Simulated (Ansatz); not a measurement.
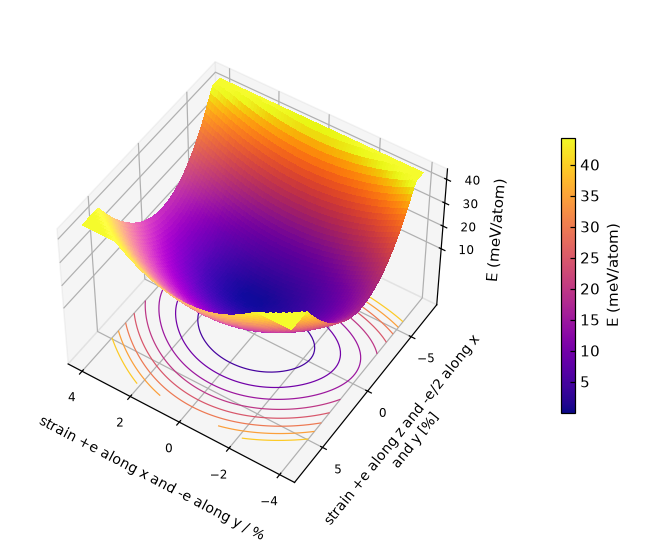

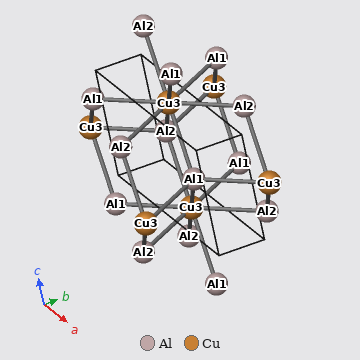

Energy landscape of Al2Cu (Fm-3m, No. 225; 3 atoms in the cell). The energy is mapped over two homogeneous strains. Coordinates scanned: (1) strain +e along x and -e along y; (2) strain +e along z and -e/2 along x and y. Nothing is relaxed (symmetry fixes all fractional coordinates). Grid: 7 × 7 points; 28 points were computed and 21 follow by symmetry. Points are written as (first, second). Energies are in meV/atom, from the lowest grid point. These are results of DFT LDA, scalar-relativistic, plane waves, PAW (Ansatz 0.2.0), not measurements. Settings: cutoff 520 eV, k-mesh 14×14×14, gaussian smearing 0.15 eV, no spin polarisation.

Drawn: a relief with its contours projected below, any walls above the top of the colour scale cut off. Between grid points the surface is interpolated. The second picture is the structure at the lowest point

Where are the wells?

Answer. The lowest grid point is at (0.00 %, 0.00 %). It is the only kind of minimum in the scanned range. The highest grid point, (−4.00 %, 7.00 %), lies 58.4 meV/atom above the lowest. Round the minimum the two coordinates are nearly uncoupled.

Grid values (meV/atom):

| second ↓, first → | −4.00 | −2.67 | −1.33 | 0.00 | 1.33 | 2.67 | 4.00 |
| --- | --- | --- | --- | --- | --- | --- | --- |
| 7.00 | 58.4 | 44.2 | 35.6 | 32.8 | 35.6 | 44.2 | 58.4 |
| 4.67 | 38.0 | 25.3 | 17.8 | 15.4 | 17.8 | 25.3 | 38.0 |
| 2.33 | 23.7 | 12.7 | 6.1 | 3.9 | 6.1 | 12.7 | 23.7 |
| 0.00 | 16.8 | 7.4 | 1.8 | 0.0 | 1.8 | 7.4 | 16.8 |
| −2.33 | 18.7 | 10.7 | 5.9 | 4.4 | 5.9 | 10.7 | 18.7 |
| −4.67 | 30.7 | 24.1 | 20.3 | 19.1 | 20.3 | 24.1 | 30.7 |
| −7.00 | 54.6 | 49.4 | 46.4 | 45.4 | 46.4 | 49.4 | 54.6 |

Each point was launched as `ansatz run input.yaml --threads 2 --pin off --max-ram 4096MiB --backend cpu --events-out ev --progress --plain --runs-dir out`. The whole map (28 points run) took 11 min on 2 threads of Arm Neoverse N1 (shared host).

PAW datasets: the set soft_1.
